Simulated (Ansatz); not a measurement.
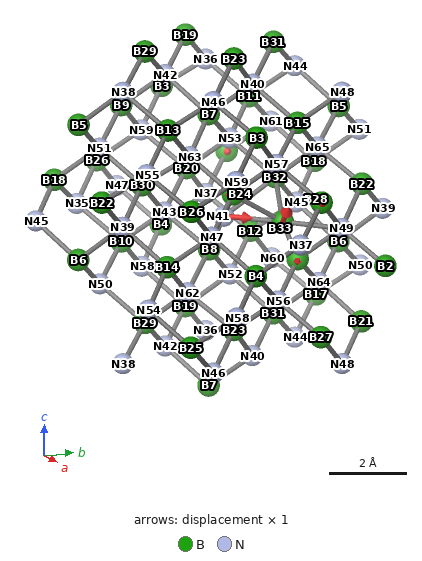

This is a relaxation of a defect cell of composition B₃₃N₃₂ (cell charge +2). The starting structure is drawn; red arrows show the displacements, at their true length.

The picture is a ball-and-stick view of the atoms within 5.0 Å of the atom that moves most (axes of the cell of the calculation (origin shifted)), seen slightly off an axis.

These are results of DFT, PBEsol, PAW, plane waves (Ansatz 0.2.0), not measurements. (plane-wave cutoff 420 eV; k-point mesh 1 × 1 × 1; mesh shifted by (0.25, 0.25, 0.25); collinear spin; atoms relaxed in a fixed cell; force threshold 0.03 eV/Å; at most 80 steps)

> What did the optimiser do to the structure, and how much energy did it gain?

The largest moves, 0.83 Å, are those of B and N atoms. Largest moves by element: N 0.83 Å, B 0.82 Å. The lattice vectors keep their values. Some distances before and after: N–N 1.711 → 2.543 Å, B–N 2.238 → 1.485 Å, B–B 2.300 → 3.023 Å, B–B 1.047 → 1.718 Å. New bonds form: B–N (2.24 → 1.49 Å). Among the angles between lasting bonds that change: N–B–N 178.7° → 118.3°, B–B–N 119.0° → 170.6°, B–B–N 114.3° → 63.6°. Over 11 geometry steps the energy falls by 25.651 eV per cell of the calculation. The largest force component goes from 52 to 0.019 eV/Å.

Limits of the set-up: the periodic images lie only 7.2 Å apart, so the values are limited by the cell's size; the cell is charged, on a uniform background, and energies carry no finite-size correction.
